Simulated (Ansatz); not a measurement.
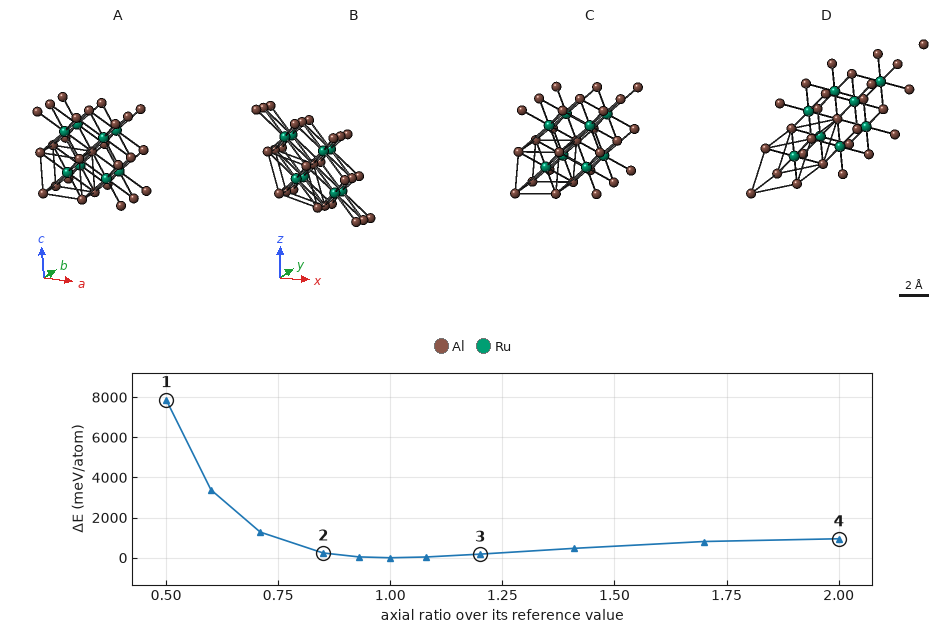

Solid AlRu (Pm-3m): the ratio of the cell's length along [111] to its lengths across, counted as 1 for the reference, is changed at fixed volume (a trigonal path), with the atoms kept at their fractional coordinates. x, y and z are the Cartesian axes of the input. The frames are shuffled; the numbered points of the plot belong to them. The picture is a ball-and-stick view of the cell of the calculation, repeated 2 × 2 × 2 with one cell outlined, seen slightly off an axis.

Method: DFT PBEsol, scalar-relativistic, plane waves, PAW in Ansatz 0.2.0. (plane-wave cutoff 420 eV; k-point mesh 18 × 18 × 18; occupations gaussian; smearing width 0.15 eV; no spin polarisation). Energies (free energies at the smearing named) are counted from the cell as listed in its source, which wasn't relaxed.

Question: Match the frames to the points.

Answer: Point 1 is frame B (the relative ratio 0.50, 7879 meV/atom); 2 is frame A (the relative ratio 0.85, 240 meV/atom); 3 is frame C (the relative ratio 1.20, 180 meV/atom); 4 is frame D (the relative ratio 2.00, 946 meV/atom). The lowest computed point lies at the relative ratio 1.00 (0 meV/atom). At the ends of the scan the energy is 7879 meV/atom (0.50) and 946 meV/atom (2.00). The unrelaxed reference is under a pressure of −3.3 GPa. The distortion takes the space group from Pm-3m to R-3m, except for Fm-3m at 2.00. At the relative ratio 2.00 the cell of the drawing goes a 2.992 → 3.358 Å, b 2.992 → 3.358 Å, c 2.992 → 3.358 Å, α 90.0° → 60.0°, β 90.0° → 60.0°, γ 90.0° → 60.0°.
